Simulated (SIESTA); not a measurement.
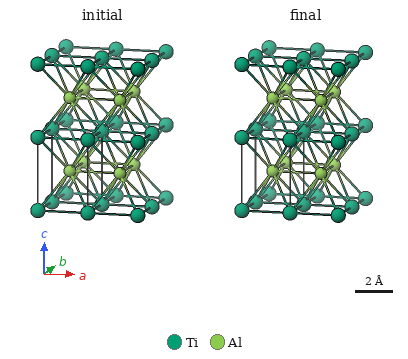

The structure of a crystal of TiAl (set up in P4/mmm) before (left) and after (right) a relaxation, at one scale.

The picture is a ball-and-stick view of the cell of the calculation, repeated 2 × 2 × 2 with one cell outlined, seen from a free direction.

The run lets cell and atoms move.

Method: Kohn-Sham DFT of a periodic cell, PBE, PseudoDojo 0.4 standard, converted to PSML in SIESTA.

Input file:
```
SystemName                      TiAl
SystemLabel                     TiAl
NumberOfSpecies                 2
NumberOfAtoms                   2
%block ChemicalSpeciesLabel
  1  22 Ti
  2  13 Al
%endblock ChemicalSpeciesLabel
%include structure.fdf

%block kgrid.MonkhorstPack
    6   0   0  0.0
    0   6   0  0.0
    0   0   5  0.0
%endblock kgrid.MonkhorstPack
XC.Functional                   GGA
XC.Authors                      PBE
PAO.BasisSize                   DZP
PAO.EnergyShift                 0.003 Ry
Mesh.Cutoff                     800 Ry
OccupationFunction              FD
ElectronicTemperature           0.05 eV
MaxSCFIterations                120
SCF.MustConverge                false
SCF.Mixer.Method                Pulay
SCF.Mixer.Weight                0.25
SCF.Mixer.History               8
SCF.DM.Tolerance                5.0e-05
SCF.H.Tolerance                 1.0e-03 eV
WriteForces                     true
Charge.Mulliken                 end
MD.TypeOfRun                    CG
MD.Steps                        40
MD.MaxForceTol                  0.02 eV/Ang
MD.MaxDispl                     0.1 Ang
WriteCoorStep                   true
AtomCoorFormatOut               Fractional
MD.VariableCell                 true
MD.MaxStressTol                 0.1 GPa
Target.Pressure                 10 GPa
%block PAO.Basis
  Ti 5
  n=3 0 2
    3.144 0.000
  n=4 0 2
    8.756 0.000
  n=3 1 2
    3.568 0.000
  n=4 1 1
    8.756
  n=3 2 2
    6.267 0.000
%endblock PAO.Basis
```

Run as
```bash
siesta TiAl.fdf > TiAl.out 2>&1
```

Question: What changed between the two?

Answer: The run was cut off at its time limit before the relaxation converged, so the last structure is only a point on the way. The atoms keep their places relative to the cell (all moves are under 0.005 Å). The volume changes by −7.2 %, with a = b 2.837 → 2.736 Å (−3.6 %), c 4.059 → 4.049 Å (−0.2 %). Among the contacts that change: Ti–Ti 2.837 → 2.736 Å, Al–Al 2.837 → 2.736 Å, Al–Ti 2.854 → 2.800 Å. The space group stays P4/mmm (No. 123). The energy rises by 33.2 meV per atom in 4 geometry steps. With the target pressure of 10 GPa, the enthalpy E + pV changes by −40.5 meV per atom. All forces vanish by symmetry, so only the cell relaxes. Pressure: −0.25 GPa at the start and 9.95 GPa at the end. The run took 10 min on 1 thread of Arm Neoverse V2, on a shared host, peak memory 0.48 GiB.
